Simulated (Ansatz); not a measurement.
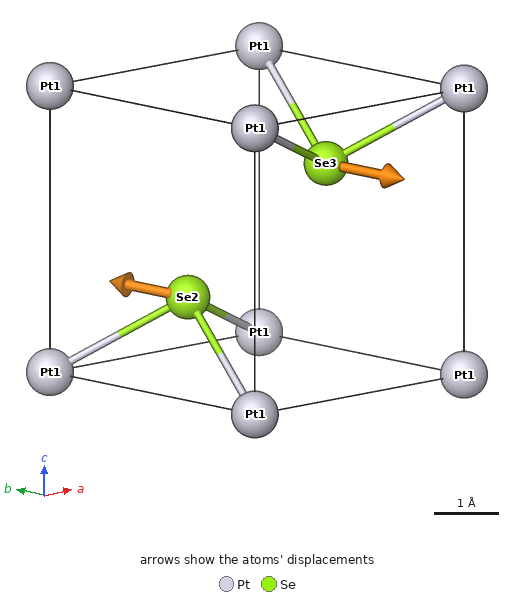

Phonons of a crystal of PtSe₂ relaxed at 1 GPa, space group P-3m1 (No. 164), at the zone centre. The optical levels lie at 159 (×2), 203, 215 (×3) cm⁻¹. One mode is drawn. The orange arrows are the displacements of the atoms (eigenvector over the root of the mass), of arbitrary overall length and sign. The picture is a ball-and-stick view of the cell of the calculation, seen from a free direction.

Theory: DFT PBEsol, scalar-relativistic, plane waves, PAW (Ansatz). Set-up: plane-wave cutoff 420 eV; k-point mesh 12 × 12 × 8; occupations fermi dirac; smearing width 0.15 eV; target pressure 1 GPa; no spin polarisation.

The frequencies depend somewhat on the k-mesh and the smearing.

### To which level does it belong?

The level at 159 cm⁻¹. This is the E_g mode (doubly degenerate; one member of the set is drawn), the lowest optical level, Raman-active by symmetry. The Pt atoms stay at rest; all motion is along b; atoms of one kind move against one another, with no net shift of their sublattice.

Limits of the set-up: layers or molecules are held without a dispersion correction, so their spacing is unreliable.
